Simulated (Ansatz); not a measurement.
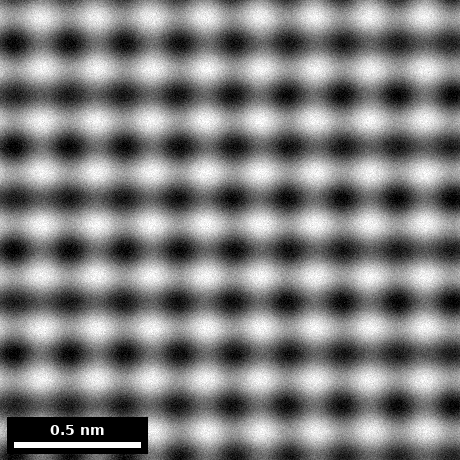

HRTEM-like image of Ni (P6_3/mmc, No. 194) along [100]. Simulated in the weak-phase-object approximation with neutral-atom potentials: 300 kV, Cs = 1.00 mm, defocus −532 Å (negative is underfocus), defocus spread 30 Å, aperture 0.51 1/Å. Shot noise was added. Structure: the end point of a relaxation with Ansatz 0.2.0, DFT, revPBE, plane waves (420 eV) with PAW, scalar-relativistic; the starting structure was generated, so it need not be a known form of this composition.

### What point resolution do these settings give, and which lattice spacings pass?

About 2.0 Å (0.66 |Cs|^(1/4) λ^(3/4) with λ = 0.0197 Å). The spacings that carry visible contrast are {100} at 2.17 Å, {002} at 2.06 Å.

### Do the atom columns appear dark or bright, and why?

Dark. With positive Cs and underfocus sin χ is negative over the pass band, so the strongest columns (Ni) come out darker than the background.
